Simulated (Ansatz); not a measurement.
# SnO2 with one O vacancy: vacancy hop, part 2 of 2

Aim: the minimum-energy path and barrier of the vacancy hop. The ends are relaxed first, then joined by a nudged elastic band. Host space group Pnnm, cell charge +2.

Ansatz 0.2.0; DFT PBEsol, plane waves, PAW, scalar-relativistic, no spin polarisation. The steps go on from the part before.

### Step 7. The band, image by image

The 5 inner images lie between the fixed ends 0 and 6. Energy is taken from image 0, and the path length is the program's own coordinate along the band.

| image | path (Å) | energy (eV) | O23 x y z (Å) | band force (eV/Å) |
| --- | --- | --- | --- | --- |
| 0 | 0.000 | 0.0000 | -1.60 -1.64 3.24 | - |
| 1 | 0.464 | 0.3396 | -1.63 -1.98 3.24 | 0.016 |
| 2 | 0.928 | 1.4218 | -1.85 -2.35 3.24 | 0.024 |
| 3* | 1.392 | 1.9256 | -2.13 -2.70 3.24 | 0.013 |
| 4 | 1.862 | 1.4067 | -2.48 -2.98 3.24 | 0.026 |
| 5 | 2.332 | 0.3100 | -2.86 -3.20 3.24 | 0.013 |
| 6 | 2.802 | 0.0000 | -3.19 -3.21 3.24 | - |

The star marks the climbing image.

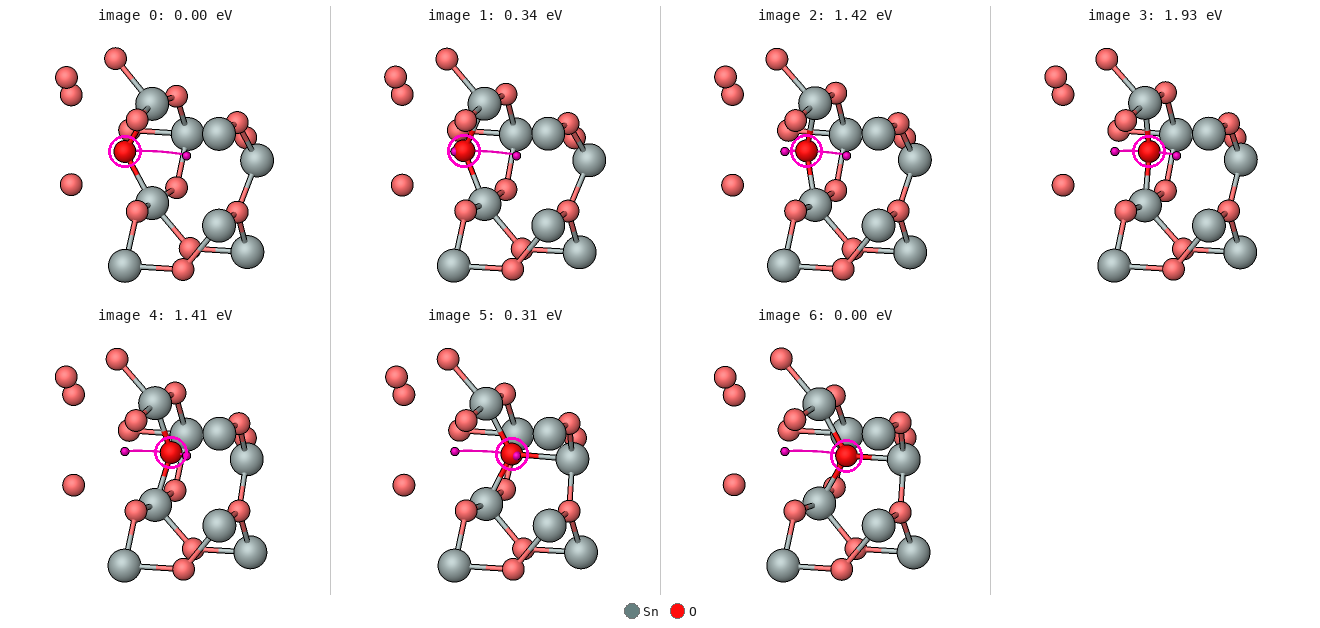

Snapshots along the band, viewed slightly off an axis. Ringed: O23. The magenta line is the track of the ringed atom over the whole band, with dots at its ends. Each atom of the cell is drawn once, at one copy chosen for all pictures, so bonds across the cell's faces may be missing; the others are paled. Sticks join atoms closer than a bonding distance in each image.

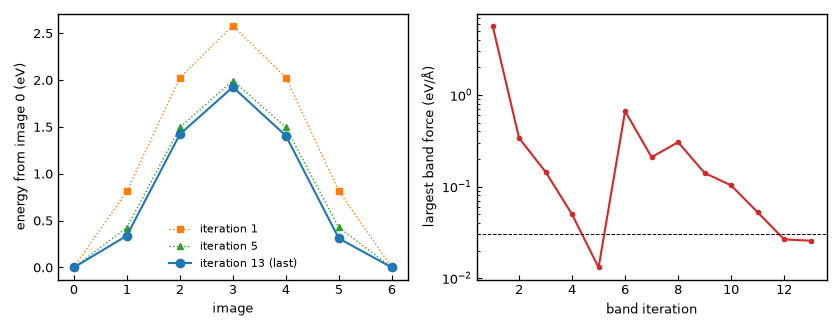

Left: energy of each image for early iterations and the last one (lines only join the points; early values far above the last band run off the scale). Right: the largest band force by iteration, with the threshold dashed.

How the highest energy settled:

| iteration | highest image above image 0 (eV) | largest band force (eV/Å) |
| --- | --- | --- |
| 1 | 2.5818 | 5.734 |
| 2 | 2.0031 | 0.338 |
| 3 | 1.9961 | 0.145 |
| 4 | 1.9953 | 0.050 |
| 5 | 1.9953 | 0.013 |
| 6 | 1.9927 | 0.666 |
| 7 | 1.9721 | 0.209 |
| 8 | 1.9525 | 0.305 |
| 9 | 1.9386 | 0.141 |
| 10 | 1.9283 | 0.103 |
| 11 | 1.9263 | 0.052 |
| 12 | 1.9258 | 0.026 |
| 13 | 1.9256 | 0.026 |

The band as a trajectory file:

```xyz
23
Lattice="-4.788 -4.867 0.000 4.788 -4.867 0.000 0.000 0.000 6.482" Properties=species:S:1:pos:R:3 pbc="T T T" image=0 dE=0.0000
Sn    2.389   -2.433    1.627
Sn   -0.032   -4.880   -0.002
O     1.437   -3.374   -0.002
O     3.916   -3.913    1.664
O    -3.842   -5.737    1.663
O    -1.479   -6.381   -0.002
Sn    2.389   -2.433    4.851
Sn   -0.018   -4.866    3.239
O     1.438   -3.367    3.239
O     3.916   -3.913    4.813
O    -3.843   -5.738    4.814
O    -1.456   -6.373    3.239
Sn   -2.311   -2.334    1.496
Sn    0.079    0.082   -0.002
O     1.494   -8.164   -0.002
O    -1.010   -3.934    1.633
O     0.931   -5.838    1.631
O    -1.367   -1.403   -0.002
Sn   -2.311   -2.334    4.981
Sn   -0.170   -0.165    3.239
O    -1.010   -3.934    4.844
O     0.931   -5.838    4.846
O    -1.602   -1.642    3.238
23
Lattice="-4.788 -4.867 0.000 4.788 -4.867 0.000 0.000 0.000 6.482" Properties=species:S:1:pos:R:3 pbc="T T T" image=1 dE=0.3396
Sn    2.419   -2.419    1.626
Sn    0.012   -4.860   -0.002
O     1.510   -3.377   -0.002
O     3.915   -3.942    1.701
O    -3.863   -5.765    1.647
O    -1.423   -6.397   -0.002
Sn    2.420   -2.419    4.852
Sn   -0.055   -4.778    3.239
O     1.435   -3.317    3.239
O     3.914   -3.942    4.777
O    -3.861   -5.763    4.831
O    -1.468   -6.317    3.239
Sn   -2.407   -2.376    1.478
Sn    0.004    0.035   -0.002
O     1.386   -8.186   -0.002
O    -0.994   -3.918    1.566
O     0.944   -5.786    1.653
O    -1.458   -1.409   -0.002
Sn   -2.407   -2.376    5.001
Sn   -0.179   -0.245    3.239
O    -0.995   -3.918    4.913
O     0.943   -5.787    4.825
O    -1.632   -1.979    3.239
23
Lattice="-4.788 -4.867 0.000 4.788 -4.867 0.000 0.000 0.000 6.482" Properties=species:S:1:pos:R:3 pbc="T T T" image=2 dE=1.4218
Sn    2.412   -2.427    1.624
Sn    0.012   -4.864   -0.001
O     1.524   -3.381   -0.002
O     3.913   -3.946    1.706
O    -3.874   -5.772    1.647
O    -1.432   -6.410   -0.002
Sn    2.412   -2.426    4.854
Sn   -0.087   -4.757    3.240
O     1.431   -3.317    3.239
O     3.913   -3.947    4.773
O    -3.873   -5.771    4.832
O    -1.484   -6.319    3.239
Sn   -2.446   -2.380    1.452
Sn   -0.013    0.021   -0.002
O     1.360   -8.208   -0.001
O    -0.977   -3.920    1.530
O     0.933   -5.780    1.650
O    -1.467   -1.404   -0.002
Sn   -2.447   -2.380    5.027
Sn   -0.064   -0.133    3.240
O    -0.978   -3.921    4.949
O     0.933   -5.780    4.829
O    -1.850   -2.351    3.240
23
Lattice="-4.788 -4.867 0.000 4.788 -4.867 0.000 0.000 0.000 6.482" Properties=species:S:1:pos:R:3 pbc="T T T" image=3 dE=1.9256
Sn    2.400   -2.438    1.625
Sn    0.008   -4.872   -0.001
O     1.525   -3.391   -0.002
O     3.902   -3.957    1.707
O    -3.888   -5.785    1.648
O    -1.443   -6.419   -0.001
Sn    2.401   -2.437    4.855
Sn   -0.109   -4.755    3.240
O     1.422   -3.326    3.240
O     3.904   -3.956    4.773
O    -3.887   -5.783    4.832
O    -1.497   -6.327    3.239
Sn   -2.454   -2.370    1.440
Sn   -0.017    0.020   -0.001
O     1.354   -8.216    0.000
O    -0.963   -3.915    1.515
O     0.928   -5.780    1.650
O    -1.466   -1.401   -0.003
Sn   -2.456   -2.372    5.040
Sn    0.040   -0.030    3.240
O    -0.964   -3.917    4.964
O     0.927   -5.781    4.829
O    -2.127   -2.700    3.240
23
Lattice="-4.788 -4.867 0.000 4.788 -4.867 0.000 0.000 0.000 6.482" Properties=species:S:1:pos:R:3 pbc="T T T" image=4 dE=1.4067
Sn    2.390   -2.449    1.625
Sn    0.003   -4.879   -0.001
O     1.516   -3.401   -0.001
O     3.894   -3.966    1.706
O    -3.901   -5.798    1.649
O    -1.451   -6.419   -0.001
Sn    2.391   -2.448    4.855
Sn   -0.106   -4.779    3.241
O     1.414   -3.338    3.240
O     3.893   -3.966    4.775
O    -3.899   -5.797    4.831
O    -1.505   -6.336    3.239
Sn   -2.443   -2.380    1.452
Sn   -0.018    0.016   -0.001
O     1.360   -8.218    0.000
O    -0.955   -3.903    1.529
O     0.927   -5.790    1.652
O    -1.474   -1.408   -0.002
Sn   -2.444   -2.381    5.028
Sn    0.145    0.074    3.241
O    -0.955   -3.903    4.951
O     0.927   -5.791    4.828
O    -2.481   -2.979    3.240
23
Lattice="-4.788 -4.867 0.000 4.788 -4.867 0.000 0.000 0.000 6.482" Properties=species:S:1:pos:R:3 pbc="T T T" image=5 dE=0.3100
Sn    2.383   -2.456    1.627
Sn    0.002   -4.880    0.000
O     1.503   -3.409   -0.001
O     3.886   -3.968    1.700
O    -3.908   -5.808    1.651
O    -1.453   -6.405    0.000
Sn    2.384   -2.455    4.854
Sn   -0.080   -4.814    3.241
O     1.411   -3.353    3.241
O     3.886   -3.968    4.781
O    -3.906   -5.807    4.830
O    -1.505   -6.340    3.240
Sn   -2.446   -2.424    1.480
Sn   -0.033   -0.001    0.000
O     1.368   -8.231    0.000
O    -0.951   -3.886    1.566
O     0.938   -5.803    1.656
O    -1.495   -1.437   -0.001
Sn   -2.446   -2.424    5.002
Sn    0.253    0.187    3.241
O    -0.952   -3.886    4.915
O     0.937   -5.804    4.825
O    -2.859   -3.198    3.240
23
Lattice="-4.788 -4.867 0.000 4.788 -4.867 0.000 0.000 0.000 6.482" Properties=species:S:1:pos:R:3 pbc="T T T" image=6 dE=0.0000
Sn    2.394   -2.422    1.629
Sn    0.026   -4.843    0.000
O     1.472   -3.340    0.000
O     3.836   -3.985    1.665
O    -3.921   -5.808    1.666
O    -1.443   -6.349    0.000
Sn    2.394   -2.422    4.853
Sn    0.012   -4.857    3.241
O     1.449   -3.349    3.241
O     3.836   -3.985    4.817
O    -3.921   -5.808    4.816
O    -1.443   -6.356    3.241
Sn   -2.483   -2.522    1.498
Sn   -0.085   -0.072    0.000
O     1.361   -8.318    0.000
O    -0.938   -3.886    1.634
O     1.005   -5.788    1.635
O    -1.499   -1.559    0.000
Sn   -2.483   -2.522    4.984
Sn    0.164    0.177    3.241
O    -0.938   -3.886    4.848
O     1.005   -5.788    4.847
O    -3.193   -3.212    3.241
```

### Step 8. Results

What follows sums up all 2 parts.

| quantity | value |
| --- | --- |
| end A | 4 moves, 1.873 eV lower |
| end B | 4 moves, 1.190 eV lower |
| barrier forwards | 1.93 eV |
| barrier backwards | 1.93 eV |
| second end relative to first | 0.000 eV |
| highest image | 3 of 0 to 6, climbing |
| band iterations | 13 |
| lowest curvatures at the top | -4.99 and 0.33 eV/Å² |

**Reading.** The top lies 1.93 eV above the first end, or 74 kT at room temperature; with a typical attempt rate of 10^13 per second that is roughly 10^-19 events a second. The two ends lie within 1 meV of each other. The program found one negative curvature at the climbing image, so it is a first-order saddle. The value is not shown to be converged in cell size (23 atoms) or k-mesh. The charged cell sits in a uniform background, with no correction for images.
